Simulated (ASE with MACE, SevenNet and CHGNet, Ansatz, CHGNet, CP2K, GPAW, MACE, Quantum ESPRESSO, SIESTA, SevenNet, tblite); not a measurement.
**Machine-learned potentials on glassy ZnIn2Ga2O7 (96 atoms): settings against a plane-wave reference**

How do the settings of machine-learned potentials change the result for glassy ZnIn2Ga2O7 (96 atoms)? A plane-wave run serves as the yardstick.

Method: the method is named at each step, in ASE with MACE, SevenNet and CHGNet.

**1. Set-up**

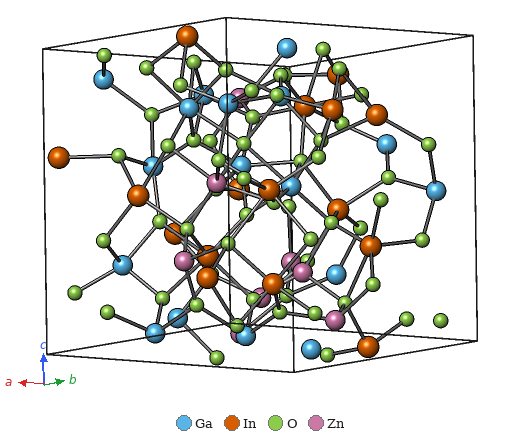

The starting structure, seen from a free direction (gallium blue, indium orange, oxygen green, zinc pink). Bonds to atoms that aren't drawn are left out. Some periodic images of atoms are drawn too.

The cell holds 96 atoms: 16 Ga, 16 In, 56 O and 8 Zn. Its edges and angles: a = 10.656 Å, b = 10.656 Å, c = 10.656 Å, α = 90.0°, β = 90.0°, γ = 90.0°. 96 atoms (16 Fe, 16 Sc, 56 O, 8 Zn) placed at random at 4.16 g/cm³, melted at 4500 K for 20 ps at fixed volume with the Morse and Coulomb pair potential with partial charges (Pedone, Malavasi, Menziani, Cormack and Segre, J. Phys. Chem. B 110, 11780 (2006)). Quenched from 4500 K to 300 K at 100 K/ps and fixed volume, held 5 ps. Then Fe was replaced by Ga, Sc was replaced by In (the potential has no terms for the new elements, so the cell is a start for a DFT relaxation). Then every atom was moved at random, 0.03 Å r.m.s. a Cartesian component.

The yardstick, on the same geometry:

* method: Kohn-Sham DFT, PBE, PAW, plane waves (Ansatz 0.2.0); cutoff 420 eV, Γ point, fermi-dirac smearing of 0.05 eV; PAW set soft_2
* r.m.s. force component: 1.03 eV/Å
* longest force: 4.265 eV/Å
* pressure: 4.822 GPa
* gap (highest filled to lowest empty level): 0.5266 eV
* SCF cycles: 10
* time: 36 s on 4 threads of Arm Neoverse V1, shared host
* CPU time: 2.2 min

**2. MACE MP-0b3 medium potential**

Method: machine-learned interatomic potential MACE MP-0b3 medium, trained on PBE(+U) plane-wave data.

run.py

```python
import numpy as np
from ase.io import read
import mlip  # loads the published weights by name

atoms = read("structure.xyz")
atoms.calc = mlip.calc("mace-mp-0b3-medium")
energy = atoms.get_potential_energy()
forces = atoms.get_forces()
print(f"energy {energy:.6f} eV")
print("forces (eV/A)")
for i, (a, f) in enumerate(zip(atoms, forces)):
    print(f"{i:4d} {a.symbol:2s} {f[0]:10.5f} {f[1]:10.5f} {f[2]:10.5f}")
stress = -atoms.get_stress(voigt=False) * 160.21766
print("stress (GPa, compression positive)")
for row in stress:
    print(" ".join(f"{x:10.4f}" for x in row))
```

structure.xyz

```xyz
96
Lattice="10.65570 0.00000 0.00000 0.00000 10.65570 0.00000 0.00000 0.00000 10.65570" Properties=species:S:1:pos:R:3 pbc="T T T"
Ga 4.93934 6.62145 5.52402
Ga 6.17967 5.53084 0.34205
Ga 0.04294 1.07697 0.69166
Ga 8.45764 3.34067 0.52724
Ga 8.03429 10.64707 9.74656
Ga 7.72410 4.50555 8.30548
Ga 8.27149 1.26568 3.11924
Ga 0.55900 3.28515 3.03964
Ga 5.72424 7.15434 8.56452
Ga 0.14982 5.76868 7.34966
Ga 0.19010 8.64231 5.43110
Ga 5.62909 0.86375 1.47677
Ga 7.20102 1.66623 6.58778
Ga 5.55258 2.45827 9.09624
Ga 8.85478 8.29781 8.00616
Ga 5.01063 3.84724 6.51351
In 7.48019 8.90966 1.72569
In 9.32736 3.63977 5.23973
In 7.70748 9.06097 4.98026
In 2.06539 5.46701 4.99156
In 9.15112 6.37360 10.52368
In 10.29948 8.88856 1.78142
In 5.46201 9.77692 7.83301
In 5.57474 0.71319 4.43831
In 0.57839 3.58032 9.99292
In 3.12660 8.75206 3.32255
In 2.91028 0.85960 6.13225
In 2.75610 8.71285 7.92230
In 10.40508 0.51648 6.82327
In 6.58213 3.94154 3.26778
In 3.06628 4.97397 8.59297
In 1.78877 6.72588 0.09356
O 3.46736 6.95242 4.31055
O 1.15412 1.37672 5.56569
O 4.74008 5.84486 9.48336
O 9.04520 2.15863 6.80398
O 6.59481 0.81921 8.51156
O 8.08586 5.26381 1.33473
O 4.02072 10.04875 1.80167
O 6.32586 5.77283 7.01390
O 6.62017 3.26714 7.37897
O 6.16358 7.50353 0.97382
O 0.31711 4.40272 4.56149
O 9.12309 1.51194 10.36224
O 8.17676 4.89619 4.01049
O 2.14094 7.02040 8.83784
O 8.81855 8.12039 3.14034
O 1.20921 9.61517 6.88870
O 7.36831 6.18244 9.48304
O 3.18989 7.30565 1.48231
O 4.50225 8.92117 9.40451
O 6.36849 7.53774 4.78622
O 3.78448 10.25600 4.74509
O 1.50714 1.73485 10.09755
O 4.64993 8.00041 6.99781
O 2.64805 4.42968 3.27087
[... 36 atom lines left out ...]
Zn 0.49474 0.59704 3.75432
Zn 3.75922 3.19735 2.05666
Zn 4.45749 8.42195 0.69560
Zn 2.56206 0.37039 1.16989
```

On the command line:

```bash
> OMP_NUM_THREADS=1 python run.py > output.txt
```

Log:

```text
energy -516.555186 eV
forces (eV/A)
   0 Ga    0.85329    0.03599    1.28972
   1 Ga   -0.11102    1.27810   -1.16374
   2 Ga   -0.51807   -0.61449    0.33366
   3 Ga   -0.10702   -0.80980   -0.61191
   4 Ga    0.46837    0.59253   -0.30710
   5 Ga    0.64468    1.76360    0.65054
   6 Ga    0.94881   -0.72672    0.06954
   7 Ga    1.10753   -0.22448   -1.75660
   8 Ga    0.59454   -0.63924   -0.33559
   9 Ga   -1.84162    0.79301    1.86471
  10 Ga   -0.04790   -0.51557   -0.16402
  11 Ga   -0.54505    0.35940   -0.61679
  12 Ga    0.98180   -1.44782    0.30177
  13 Ga    1.81992   -0.51447    1.21688
  14 Ga   -0.64093    0.66685   -0.33575
  15 Ga   -0.52259    0.56751   -1.76396
  16 In   -1.16963   -1.54917    0.15854
  17 In   -2.05012   -2.14780    3.01085
  18 In    0.50044    0.59725   -0.94885
  19 In    0.63707   -0.31892    0.44152
  20 In   -0.19771    0.99438   -1.07318
  21 In    0.07667   -2.01566    1.43717
  22 In    0.92905    2.65423   -1.50006
  23 In   -2.21454   -0.70448    0.84387
[...]
88 Zn   -1.09177    0.08439    0.67145
  89 Zn    0.18445    1.03877   -0.51695
  90 Zn    0.60058    1.77176    0.58578
  91 Zn   -0.92122    0.51361    0.97957
  92 Zn   -0.40833   -0.91231    0.69874
  93 Zn   -0.42058   -0.13453    0.12804
  94 Zn    1.55883    0.73733   -1.88781
  95 Zn   -0.87306    0.46943   -0.21270
stress (GPa, compression positive)
    6.8772    -0.0297    -0.6655
   -0.0297     3.8869    -2.0024
   -0.6655    -2.0024     5.1606
```

It took 9.6 s on 1 thread of Arm Neoverse V1, shared host; peak memory 1.2 GiB.

Banners, paths, timers and routine set-up lines are dropped from the logs unmarked, and long logs keep their key lines alone; longer cuts are marked.

Numbers from this run, and their distance from the reference:

```yaml
r_m_s_force_component: 1.034 eV/Å
r_m_s_difference_of_force_components: 98.45 meV/Å
longest_difference_of_force_vectors: 444.6 meV/Å
force_difference_over_r_m_s_force: 9.555 %
slope_of_forces_against_the_reference_s: 0.9994
correlation_of_force_components: 0.9955
pressure: 5.308 GPa
pressure_difference: 0.4858 GPa
```

Length of the force difference by element (eV/Å):

```tsv
element	atoms	mean	most
Ga	16	0.18	0.44
In	16	0.17	0.37
O	56	0.14	0.34
Zn	8	0.18	0.29
```

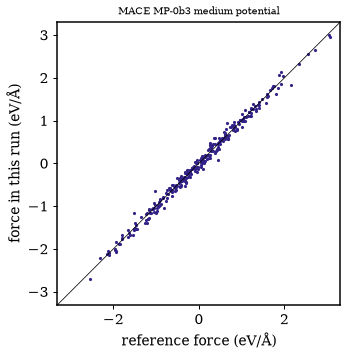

Force components against those of the reference; the line marks equality.

Local excerpt of 10 atoms (numbers count through the whole input) about Zn92, which has 5 bonded neighbours where the commonest count for Zn is 3; x, y, z are measured from there.

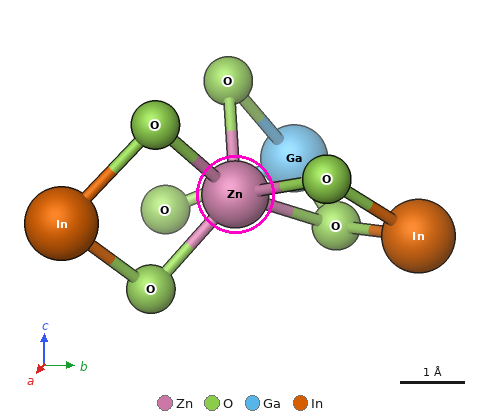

The atoms of the table, within 3.0 Å (arrows a, b, c point along x, y, z); some may hide others; the central atom is ringed.

```tsv
atom	x	y	z	distance (Å)	bonds	Fx	Fy	Fz (eV/Å)
Zn92	0.00	0.00	0.00	0.00	5	-0.92	0.51	0.98
O45	0.38	-1.26	-1.51	2.00	4	1.36	1.01	0.90
O85	1.11	1.63	0.56	2.05	4	1.34	0.11	1.20
O52	-1.43	1.39	-0.73	2.12	3	-0.14	-1.04	-0.57
O79	1.27	-1.09	1.33	2.13	4	-0.22	-0.34	0.17
O40	-1.47	-0.38	1.50	2.13	5	-0.38	0.33	0.20
Ga1	-2.86	0.47	0.01	2.90	6	0.85	0.04	1.29
O64	-2.37	-1.48	-0.82	2.92	3	-1.68	0.96	2.04
In18	1.53	-2.51	-0.28	2.95	5	-2.05	-2.15	3.01
In19	-0.09	2.91	-0.54	2.96	6	0.50	0.60	-0.95
```

Atoms are counted from 1 here, from 0 in the log.

Forces lie 9.6 % from the reference's, at 0.072 times its CPU time (on 1 against 4 cores).

**3. SevenNet 0 potential**

Method: machine-learned interatomic potential SevenNet 0, trained on PBE(+U) plane-wave data.

Changes to run.py since step 2:

```diff
@@ -5,3 +5,3 @@
 atoms = read("structure.xyz")
-atoms.calc = mlip.calc("mace-mp-0b3-medium")
+atoms.calc = mlip.calc("7net-0")
 energy = atoms.get_potential_energy()
```

structure.xyz is that of step 2.

Log:

```text
energy -516.296753 eV
forces (eV/A)
   0 Ga    0.86906    0.00689    1.33938
   1 Ga   -0.15322    1.24353   -1.24313
   2 Ga   -0.39204   -0.66875    0.27272
   3 Ga   -0.14223   -0.83225   -0.72432
   4 Ga    0.42228    0.54166   -0.33848
   5 Ga    0.51151    1.75154    0.58541
   6 Ga    0.74939   -0.66214    0.08839
   7 Ga    1.19020   -0.17373   -1.76487
   8 Ga    0.66160   -0.85454   -0.48825
   9 Ga   -1.79339    0.85770    1.84961
  10 Ga    0.01393   -0.62772   -0.15870
  11 Ga   -0.39195    0.20941   -0.69621
  12 Ga    0.97927   -1.32662    0.48909
  13 Ga    2.20471   -0.43046    1.24385
  14 Ga   -0.76248    0.70789   -0.46601
  15 Ga   -0.28454    0.65774   -1.62269
  16 In   -1.34258   -1.56153    0.26696
  17 In   -2.17443   -2.17037    3.17763
  18 In    0.48148    0.56369   -0.91283
  19 In    0.57028   -0.21547    0.48016
  20 In   -0.20247    1.04632   -1.08337
  21 In    0.50884   -2.05945    1.45385
  22 In    0.85206    2.64594   -1.54028
  23 In   -2.20922   -0.81187    0.71891
[...]
88 Zn   -1.28322   -0.04615    0.55967
  89 Zn    0.16203    1.15388   -0.51797
  90 Zn    0.66430    1.89625    0.52910
  91 Zn   -0.96760    0.55641    1.07816
  92 Zn   -0.39202   -0.96183    0.63889
  93 Zn   -0.41462   -0.07798    0.15879
  94 Zn    1.58786    0.59270   -1.93687
  95 Zn   -0.88801    0.29932   -0.12385
stress (GPa, compression positive)
    7.5545     0.0080    -0.7348
    0.0080     3.8821    -1.9852
   -0.7348    -1.9852     5.7435
```

Elapsed: 9.2 s, on 1 thread; peak memory 1 GiB.

Against the reference:

- r.m.s. force component: 1.042 eV/Å
- r.m.s. difference of force components: 85.08 meV/Å
- longest difference of force vectors: 361 meV/Å
- force difference over r.m.s. force: 8.258 %
- slope of forces against the reference's: 1.008
- correlation of force components: 0.9967
- pressure: 5.727 GPa
- pressure difference: 0.9043 GPa

Against the first run (9.6 %), the force difference from the reference is 8.3 %, at 0.96 times the CPU time.

**4. CHGNet r2SCAN potential**

Method: machine-learned interatomic potential CHGNet r2SCAN, trained on r2SCAN plane-wave data.

Changes to run.py since step 3:

```diff
@@ -5,3 +5,3 @@
 atoms = read("structure.xyz")
-atoms.calc = mlip.calc("7net-0")
+atoms.calc = mlip.calc("chgnet-r2scan")
 energy = atoms.get_potential_energy()
```

structure.xyz is that of step 3.

Log:

```text
CHGNet vr2scan initialized with 412,525 parameters
CHGNet will run on cpu
energy -1116.521240 eV
forces (eV/A)
   0 Ga    0.70974   -0.05811    1.01462
   1 Ga   -0.07216    0.96429   -0.93312
   2 Ga   -0.25492   -0.47014    0.11299
   3 Ga    0.00377   -0.63081   -0.61788
   4 Ga    0.28527    0.49752   -0.17995
   5 Ga    0.24640    1.13988    0.32591
   6 Ga    0.49381   -0.60755    0.11028
   7 Ga    0.62947   -0.32208   -1.20198
   8 Ga    0.49042   -0.80682   -0.52126
   9 Ga   -1.26692    0.41997    1.27387
  10 Ga    0.01912   -0.27964   -0.09367
  11 Ga   -0.23884    0.14995   -0.43534
  12 Ga    0.67296   -0.80123    0.24731
  13 Ga    1.27947   -0.16884    0.87338
  14 Ga   -0.51698    0.48082   -0.27350
  15 Ga   -0.12463    0.37652   -1.09657
  16 In   -1.09281   -1.09960    0.20146
  17 In   -1.36730   -1.44648    2.03274
  18 In    0.32522    0.35371   -0.73301
  19 In    0.34047   -0.10371    0.45508
  20 In   -0.20927    0.66038   -0.85810
  21 In    0.36703   -1.46267    1.10149
  22 In    0.95186    1.89115   -1.07088
  23 In   -1.49899   -0.60825    0.60897
[...]
88 Zn   -0.77489    0.21876    0.42718
  89 Zn    0.09094    0.64898   -0.39312
  90 Zn    0.11725    1.16522    0.35943
  91 Zn   -0.73972    0.41266    0.84378
  92 Zn   -0.35064   -0.47512    0.36990
  93 Zn    0.01032    0.08746    0.53719
  94 Zn    1.15776    0.37580   -1.24470
  95 Zn   -0.73143   -0.02427    0.13727
stress (GPa, compression positive)
    0.8582     0.0218    -0.3473
    0.0218    -1.6338    -1.3738
   -0.3473    -1.3738    -0.3232
```

It took 4.5 s on 1 thread; peak memory 1.4 GiB.

Compared with the plane-wave run:

* r.m.s. force component: 0.7697 eV/Å
* r.m.s. difference of force components: 311.5 meV/Å
* longest difference of force vectors: 1422 meV/Å
* force difference over r.m.s. force: 30.23 %
* slope of forces against the reference's: 0.7333
* correlation of force components: 0.9817
* pressure: -0.3663 GPa
* pressure difference: -5.189 GPa

Against the first run (9.6 %), the force difference from the reference is 30 %, at 0.46 times the CPU time; this potential was trained at another functional than the reference's, which explains only part of so large a difference.

**5. Side by side**

Differences are against the plane-wave reference, forces as r.m.s. over components; share is that over the reference's r.m.s. force, slope the least-squares factor from reference forces to these. Total energies of different programs have different zeros and aren't compared.

```tsv
run	Δ force, r.m.s. (meV/Å)	share (%)	slope	Δ pressure (GPa)	cores	CPU time	memory (GiB)
reference	-	-	-	-	4	2.2 min	2.0
MACE MP-0b3 medium potential	98.4	9.55	0.999	0.486	1	9.6 s	1.2
SevenNet 0 potential	85.1	8.26	1.008	0.904	1	9.2 s	1.0
CHGNet r2SCAN potential	312	30.2	0.733	-5.19	1	4.5 s	1.4
```

Times of the machine-learned potentials are mostly Python's start and the loading of weights.

CPU time is summed over cores on a shared host, where runs went side by side, so it is rough. Symmetry, cutoffs, thresholds, outputs and thread counts weren't matched or tuned between programs; memory under MPI is the largest rank's times the ranks.

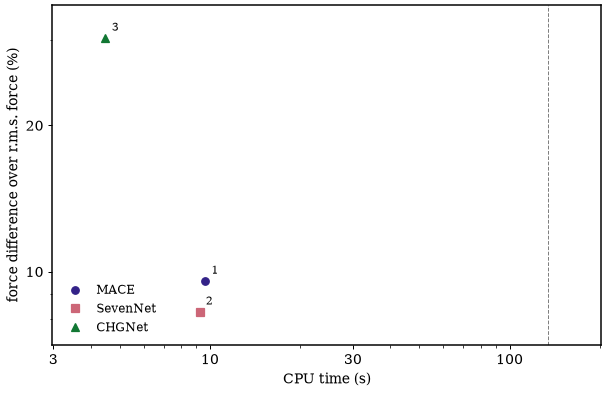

Force difference against CPU time; the dashed line marks the reference's time. Points: 1 MACE MP-0b3 medium potential; 2 SevenNet 0 potential; 3 CHGNet r2SCAN potential.

**6. What came out**

```yaml
nearest_in_forces: SevenNet 0 potential, 8.3 %
its_cpu_time: 9.2 s
```

What this shows: Machine-learned potentials differ by 8.3 % (SevenNet 0 potential) to 30 % (CHGNet r2SCAN potential); they were trained on other programs' data, some at another functional. Machine-learned potentials mimic data converged in k, so the reference's own k-point error enters their differences. The quench rate of 100 K/ps is many orders above laboratory rates, so the cell is likely richer in defects and strain than a real sample. The network of bonds at the start is that of the classical potential that made the cell, and needn't be the one that DFT or experiment would give. The reference's stress is far from hydrostatic: its diagonal is 6.6, 3.1, 4.8 GPa, compression counted positive. The electronic-structure runs sample only Γ, in a cell whose shortest periodic width is 11 Å.

[Also dropped from logs without a mark: logging warnings of Python, and SIESTA's first energy breakdown and zero terms.]

[Logs are printed without paths, hosts, clocks, repeated set-up lines and the standing remarks that a program may print on its own settings, such as how far it seeks lower states.]

[Hosts, paths, dates, database ids (printed as entryN), source tags and the programs' standing remarks are cut or masked in the printed files.]
